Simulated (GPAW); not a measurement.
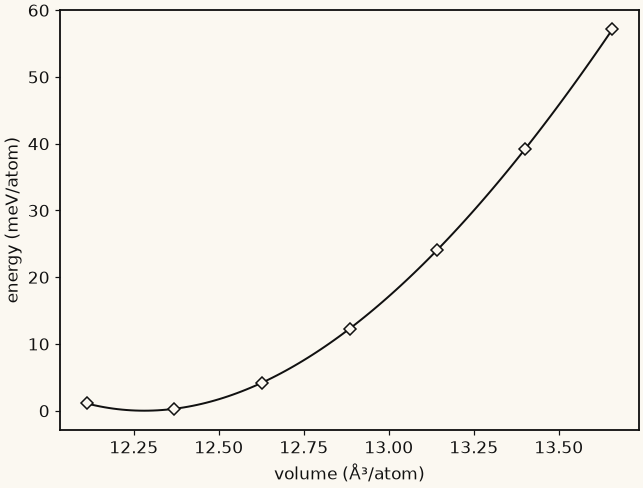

The picture above shows the energy against volume for Cu₂O, space group Pn-3m (No. 224).

Structure:
```xyz
6
Lattice="4.2600 0.0000 0.0000 0.0000 4.2600 0.0000 0.0000 0.0000 4.2600" Properties=species:S:1:pos:R:3 pbc="T T T"
Cu    3.1950    1.0650    3.1950
Cu    3.1950    3.1950    1.0650
Cu    1.0650    3.1950    3.1950
Cu    1.0650    1.0650    1.0650
O     2.1300    2.1300    2.1300
O     0.0000    0.0000    0.0000
```

Calculation (GPAW 26.7.0): PAW DFT in plane waves, on a grid or in atomic orbitals, no spin polarisation; energies at scaled volumes of the given cell, shape and fractions fixed, counted from the fit's minimum, third-order Birch-Murnaghan fit. Level: LDA.

- k mesh: 5×5×5
- occupations: Fermi–Dirac
- smearing width: 0.05 eV
- potentials: GPAW PAW data sets (gpaw data 1.2.1)
- wave cutoff: 800 eV
- program settings: basis pw

This calculation gives: equilibrium volume 12.28 Å³/atom and bulk modulus 145 GPa.

Now the level changes from LDA to mBEEF. How do these quantities change?

The equilibrium volume rises from 12.28 to 13.33 Å³/atom (+8.6 %) and the bulk modulus falls from 145 to 106 GPa (−27 %).

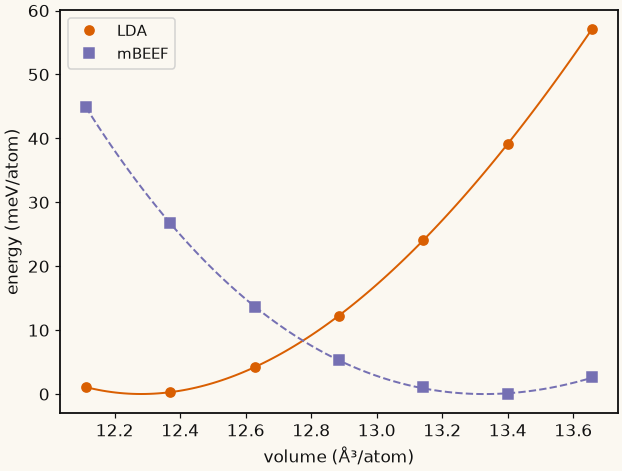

The two results together.

For mBEEF, limits of the calculation: the fit and the printed pressures don't fully agree, or the minimum lies near the end of the range.

V0 and the bulk modulus come from third-order Birch–Murnaghan fits.
